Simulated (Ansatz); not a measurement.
**Geometry relaxation, with input and output: AlGa$_{3}$N$_{4}$ (part 2 of 2)**

AlGa$_{3}$N$_{4}$ (P-43m, 8 atoms in the cell); DFT r2SCAN, scalar-relativistic, plane waves, PAW, no spin polarisation (Ansatz 0.2.0); cutoff 500 eV, 6×6×6 k-mesh, Gaussian smearing of 0.02 eV. The structure derives from a Materials Project entry.

Geometry of the input (Å; fractional positions):
```
4.4717  0.0000  0.0000
0.0000  4.4717  0.0000
0.0000  0.0000  4.4717
Al 0.0000  0.0000  0.0000
Ga 0.5000  0.5000  0.0000
Ga 0.5000  0.0000  0.5000
Ga 0.0000  0.5000  0.5000
N  0.7557  0.7557  0.2443
N  0.7557  0.2443  0.7557
N  0.2443  0.7557  0.7557
N  0.2443  0.2443  0.2443
```

Output, continued
```
--- Forces (eV/Å), atoms counted from 1 ---
  atom   1  Al     0.00000000    -0.00000000    -0.00000000
  atom   2  Ga     0.00000000    -0.00000000    -0.00000000
  atom   3  Ga    -0.00000000    -0.00000000     0.00000000
  atom   4  Ga     0.00000000     0.00000000    -0.00000000
  atom   5  N     -0.00052012    -0.00052012     0.00052012
  atom   6  N     -0.00052012     0.00052012    -0.00052012
  atom   7  N      0.00052012    -0.00052012    -0.00052012
  atom   8  N      0.00052012     0.00052012     0.00052012
  max |Σ_I F_I| component: 4.28e-17 eV/Å
--- Stress (GPa, compression-positive) ---
        0.008254      -0.000000       0.000000
       -0.000000       0.008254       0.000000
        0.000000       0.000000       0.008254
  P = ⅓ Tr σ = 0.0083 GPa (0.083 kbar)
--- Band table (eV; the first three rows and the last of 20) ---
  k-point 0: bands = ["-7.7082", "-6.3526", "-6.3526", "-6.3526", "-4.7841", "-4.7841", "-4.7841", "-4.7832", "-4.6791", "-4.6791", "-4.5601", "-4.5601", "-4.5601", "-4.5115", "-4.5115", "-4.4467", "-3.2392", "-3.2392", "-3.2392", "2.6733", "2.6733", "3.4369", "6.2440", "6.2440", "6.2440", "6.2689", "6.2689", "6.2689", "8.7848", "8.7848", "8.7848", "11.6016", "12.7118", "12.7118", "12.7118", "15.9643", "15.9643", "18.0260", "20.4209"]
  k-point 1: bands = ["-7.5977", "-6.4025", "-6.3549", "-6.3549", "-4.7884", "-4.7801", "-4.7801", "-4.7467", "-4.6750", "-4.6668", "-4.5907", "-4.5907", "-4.5581", "-4.5233", "-4.5113", "-4.4561", "-3.4944", "-3.1838", "-3.1838", "2.7937", "2.9599", "3.6279", "5.9627", "5.9969", "5.9969", "6.0259", "6.3999", "6.3999", "8.0800", "8.5931", "8.5931", "12.3418", "13.0342", "13.3042", "13.3042", "16.1889", "16.4649", "18.3049", "19.8851"]
  k-point 2: bands = ["-7.2996", "-6.5746", "-6.3597", "-6.3597", "-4.7631", "-4.7631", "-4.7561", "-4.6950", "-4.6564", "-4.6564", "-4.6519", "-4.6403", "-4.5489", "-4.5427", "-4.5122", "-4.4809", "-4.0065", "-3.0757", "-3.0757", "3.1077", "3.4223", "4.3093", "5.3125", "5.5490", "5.5490", "5.5625", "6.7997", "6.7997", "6.8525", "8.0866", "8.0866", "13.5641", "13.8349", "14.6644", "14.6644", "16.6767", "17.5757", "18.2901", "19.5126"]
  k-point 19: bands = ["-6.7314", "-6.5336", "-6.5336", "-6.5336", "-4.7863", "-4.7863", "-4.7863", "-4.7161", "-4.7161", "-4.5879", "-4.5879", "-4.5879", "-4.4821", "-4.4821", "-4.4821", "-3.7222", "-3.7222", "-3.7222", "-3.2622", "1.8044", "1.8044", "1.8044", "2.4005", "7.7336", "7.7336", "7.7336", "8.0291", "8.0291", "8.0971", "8.0971", "8.0971", "14.3751", "14.3751", "14.3751", "15.7198", "18.5794", "18.5794", "18.5794", "19.0132"]
--- Relaxed structure (3 steps of the walk, 3 accepted, 1 SCFs on fresh bases) ---
  F+E_penalty+E_count = -13457.55073222 eV   max|allowed force component| = 5.201e-4 eV/Å   (the final SCF, on the basis selected at the relaxed cell)
  cell:  # Å, volume = 89.0358 Å³
    - [4.465344445060649, 4.81482486096809e-34, 3.2098832406453932e-34]
    - [4.49383653690355e-34, 4.465344445060649, -5.7777898331617076e-34]
    - [1.925929944387236e-34, -5.7777898331617076e-34, 4.465344445060649]
  atoms:
    - { symbol: Al, position: [1.8184455387624315e-20, -3.903168205244505e-35, -3.0307425646040332e-21] }
    - { symbol: Ga, position: [0.5, 0.5, -3.030742564604048e-21] }
    - { symbol: Ga, position: [0.5, -1.0027104527266056e-34, 0.5] }
    - { symbol: Ga, position: [1.8184455387624354e-20, 0.5, 0.5] }
    - { symbol: N, position: [0.7553510550570978, 0.7553510550570978, 0.24464894494290237] }
    - { symbol: N, position: [0.7553510550570978, 0.24464894494290237, 0.7553510550570978] }
    - { symbol: N, position: [0.24464894494290237, 0.7553510550570978, 0.7553510550570978] }
    - { symbol: N, position: [0.24464894494290237, 0.24464894494290237, 0.24464894494290237] }
```

Trajectory as extended XYZ (Å, eV, eV/Å), 4 frames, from step=1 to step=4
```
8
Lattice="4.4717 0.0000 0.0000 0.0000 4.4717 0.0000 0.0000 0.0000 4.4717" Properties=species:S:1:pos:R:3:forces:R:3 step=1 energy=-13457.54927 pressure_GPa=-0.84
Al    0.0000    0.0000    0.0000    0.0000   0.0000   0.0000
Ga    2.2358    2.2358    0.0000    0.0000   0.0000   0.0000
Ga    2.2358    0.0000    2.2358    0.0000   0.0000   0.0000
Ga    0.0000    2.2358    2.2358    0.0000   0.0000   0.0000
N     3.3793    3.3793    1.0924   -0.0431  -0.0431   0.0431
N     3.3793    1.0924    3.3793   -0.0431   0.0431  -0.0431
N     1.0924    3.3793    3.3793    0.0431  -0.0431  -0.0431
N     1.0924    1.0924    1.0924    0.0431   0.0431   0.0431
8
Lattice="4.4678 0.0000 0.0000 0.0000 4.4678 0.0000 0.0000 0.0000 4.4678" Properties=species:S:1:pos:R:3:forces:R:3 step=2 energy=-13457.55059 pressure_GPa=-0.32
Al    0.0000    0.0000    0.0000    0.0000   0.0000   0.0000
Ga    2.2339    2.2339    0.0000    0.0000   0.0000   0.0000
Ga    2.2339    0.0000    2.2339    0.0000   0.0000   0.0000
Ga    0.0000    2.2339    2.2339    0.0000   0.0000   0.0000
N     3.3754    3.3754    1.0924   -0.0177  -0.0177   0.0177
N     3.3754    1.0924    3.3754   -0.0177   0.0177  -0.0177
N     1.0924    3.3754    3.3754    0.0177  -0.0177  -0.0177
N     1.0924    1.0924    1.0924    0.0177   0.0177   0.0177
8
Lattice="4.4653 0.0000 0.0000 0.0000 4.4653 0.0000 0.0000 0.0000 4.4653" Properties=species:S:1:pos:R:3:forces:R:3 step=3 energy=-13457.55088 pressure_GPa=0.01
Al    0.0000    0.0000    0.0000    0.0000   0.0000   0.0000
Ga    2.2327    2.2327    0.0000    0.0000   0.0000   0.0000
Ga    2.2327    0.0000    2.2327    0.0000   0.0000   0.0000
Ga    0.0000    2.2327    2.2327    0.0000   0.0000   0.0000
N     3.3729    3.3729    1.0924   -0.0005  -0.0005   0.0005
N     3.3729    1.0924    3.3729   -0.0005   0.0005  -0.0005
N     1.0924    3.3729    3.3729    0.0005  -0.0005  -0.0005
N     1.0924    1.0924    1.0924    0.0005   0.0005   0.0005
8
Lattice="4.4653 0.0000 0.0000 0.0000 4.4653 0.0000 0.0000 0.0000 4.4653" Properties=species:S:1:pos:R:3:forces:R:3 step=4 energy=-13457.55073 pressure_GPa=0.01
Al    0.0000    0.0000    0.0000    0.0000   0.0000   0.0000
Ga    2.2327    2.2327    0.0000    0.0000   0.0000   0.0000
Ga    2.2327    0.0000    2.2327    0.0000   0.0000   0.0000
Ga    0.0000    2.2327    2.2327    0.0000   0.0000   0.0000
N     3.3729    3.3729    1.0924   -0.0005  -0.0005   0.0005
N     3.3729    1.0924    3.3729   -0.0005   0.0005  -0.0005
N     1.0924    3.3729    3.3729    0.0005  -0.0005  -0.0005
N     1.0924    1.0924    1.0924    0.0005   0.0005   0.0005
```

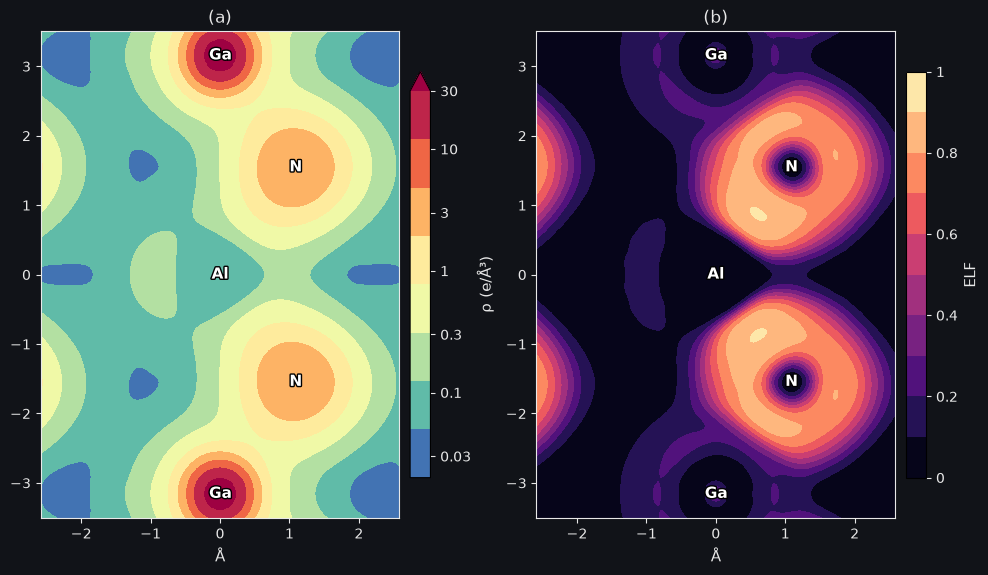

Figure 1. (a) valence pseudo-density; (b) ELF on the (011̄) plane of the conventional cell. Atoms in the plane: Al, Ga and N. Al–N (1.89 Å): ρ at the midpoint is about 0.7 e/Å³; the ELF peaks at about 0.90 between the atoms, which marks a polar covalent bond. Ga–N (1.95 Å): ρ at the midpoint is about 0.74 e/Å³; the ELF is about 0.45 at the midpoint. The density dies away to nearly zero in the voids. The fields are those of the smooth PAW valence density.

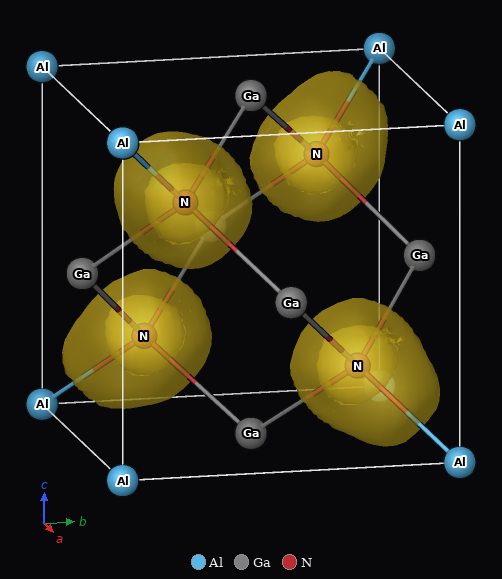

Figure 2. Isosurface of the electron localisation function at 0.75 (yellow), seen slightly off an axis. Only the valence region is drawn (cores and ρ < 0.01 e/Å³ removed). Sticks mark near contacts. The outline is the cell set on symmetry axes. Along the contacts the grid gives the following. Al–N (1.89 Å): the ELF peaks at about 0.90 between the atoms, which marks a shared but strongly polarised pair. Ga–N (1.95 Å): the ELF is about 0.45 at the midpoint.

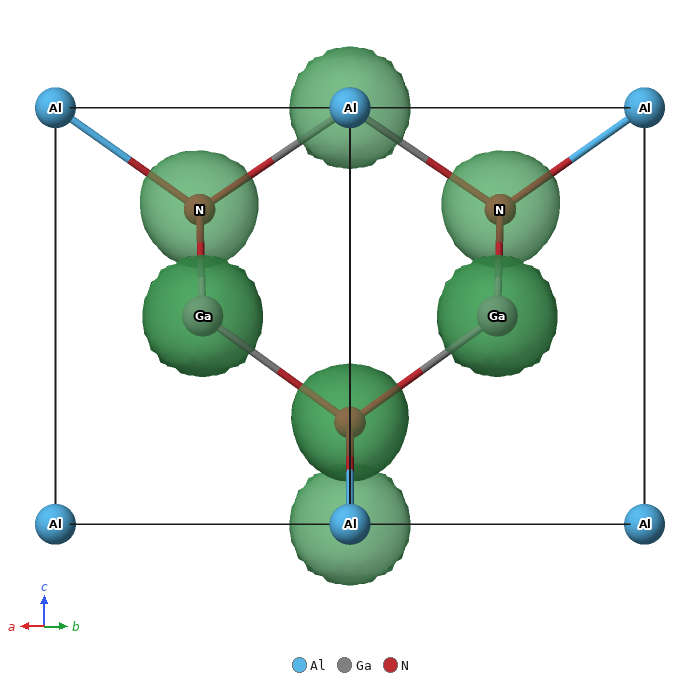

Figure 3. Isosurface of the valence charge density (pseudo) at 1.5 e/Å³ (green), seen along [110]. Sticks mark near contacts. The outline is the cell set on symmetry axes. At this value the density breaks into separate islands; it holds about 60 % of the electrons treated as valence (semicore included). It is pinched off along the Al–N (1.89 Å) and Ga–N (1.95 Å) contacts. On the grid the lowest density along these lines, outside the cores, is 0.58 e/Å³ (Al–N, 1.89 Å) and 0.72 e/Å³ (Ga–N, 1.95 Å).

Key numbers

| quantity | value |
| --- | --- |
| outcome | converged |
| space group (tolerance 0.01 Å) | P-43m (215) |
| electrons treated | 62 |
| free energy | −13457.5507 eV |
| Fermi energy | 10.193 eV |
| gap on the k-point mesh | 2.82 eV |
| pressure | 0.01 GPa |
| final volume | 89.04 Å³ |
| largest force (length of the vector) at the end | 0.001 eV/Å |
| final cell | a = 4.465 Å, b = 4.465 Å, c = 4.465 Å, α = 90.00°, β = 90.00°, γ = 90.00° |
| hardware | 2 threads of Intel Xeon @ 2.50GHz (Skylake/Cascade Lake), 189 GiB of memory available, shared host |
| wall time | 70 s (CPU time 2.2 min) |
| peak memory | 0.6 GiB |
